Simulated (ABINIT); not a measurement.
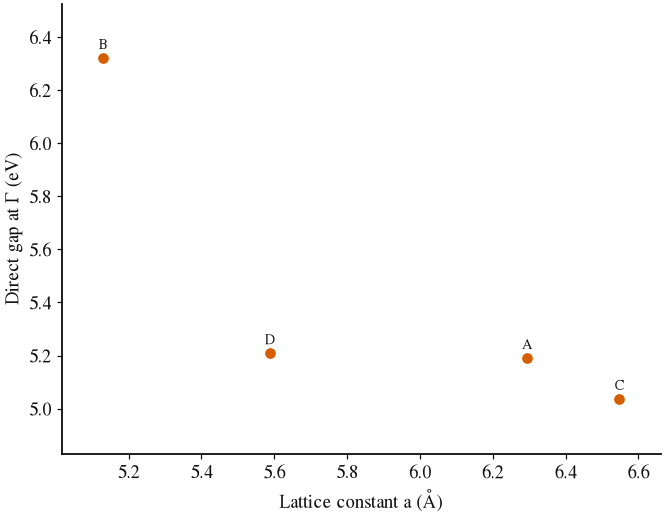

Direct gap at Γ, for four rocksalt crystals against the lattice constant, each in its database cell. All by ABINIT with PBE, without spin-orbit coupling, no moments; potentials: JTH PAW PBE v2.0; PseudoDojo NC SR PBE v0.4.1 standard.

> Which letter is which compound? They are RbCl, KCl, LiCl and NaCl.

A is KCl; B is LiCl; C is RbCl; D is NaCl.

> How does the value at Γ change from Li to Rb?

LiCl 6.32, NaCl 5.21, KCl 5.19 and RbCl 5.04 eV: it falls by 1.28 eV overall, and NaCl and KCl lie too close to rank.

| compound | a (Å) | k mesh | Γ (eV) |
| --- | --- | --- | --- |
| LiCl | 5.130 | 12×12×12 | 6.32 |
| NaCl | 5.588 | 8×8×8 | 5.21 |
| KCl | 6.293 | 5×5×5 | 5.19 |
| RbCl | 6.548 | 5×5×5 | 5.04 |

LDA, GGA and most meta-GGA functionals understate gaps. NaCl: the cell is a database's computed one. The cells are as the databases list them, so they lie at different pressures for this functional.
